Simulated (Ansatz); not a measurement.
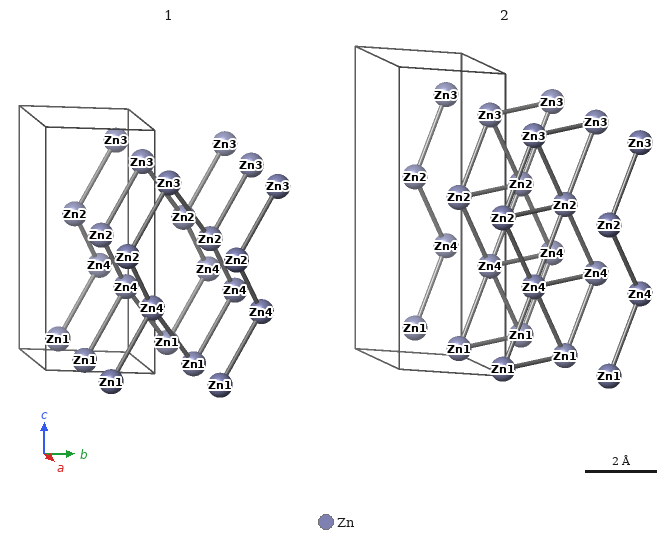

Two geometries of solid Zn (built on the iodine_64 type) (coarse preliminary run), drawn at one scale. One is the start of a relaxation, the other its converged end. A ball-and-stick model of the cell of the calculation, repeated 3 × 2 × 1 with one cell outlined, seen slightly off an axis.

The calculation used DFT PBE, scalar-relativistic, plane waves, PAW (Ansatz 0.2.0). Settings: plane-wave cutoff 420 eV; k-point mesh 6 × 6 × 4; occupations gaussian; smearing width 0.1 eV; no spin polarisation; cell and atoms relaxed; force threshold 0.04 eV/Å; at most 70 steps.

Which of the two is the end point?

Answer. Structure 2 is the relaxed one. Case: iodine type (Cmce, No. 64). The largest moves relative to the cell, 0.27 Å, are those of Zn1, Zn2, Zn3 and Zn4. Zn4 goes roughly along [−1 1 0]. Cell: a = b 3.133 → 3.179 Å (+1.4 %), c 7.048 → 8.764 Å (+24.4 %), γ 66.9° → 48.4°. Volume +4.1 %. Some distances before and after: Zn1–Zn1 3.455 → 2.608 Å, Zn1–Zn3 1.948 → 2.549 Å, Zn1–Zn3 (another image) 2.927 → 2.550 Å. Among the angles between lasting bonds that change: Zn4–Zn1–Zn4 85.3° → 61.5°, Zn3–Zn1–Zn4 105.2° → 118.5°, Zn3–Zn1–Zn4 169.5° → 180.0°. The space group (tolerance 0.01 Å) goes from Cmce (No. 64) to Fmmm (No. 69). After 14 accepted moves (17 points after the start) the energy has fallen by 792 meV per atom. Largest force component: 5.3 eV/Å at the start, 0.00031 eV/Å at the end. The pressure goes from 21.85 to 0.16 GPa. The line search rejected the trial step at point 7 of the run. The SCF was repeated twice at an unchanged geometry on a basis and grid sized afresh for the cell, which shifted the energy by 20.9 meV per atom at most.
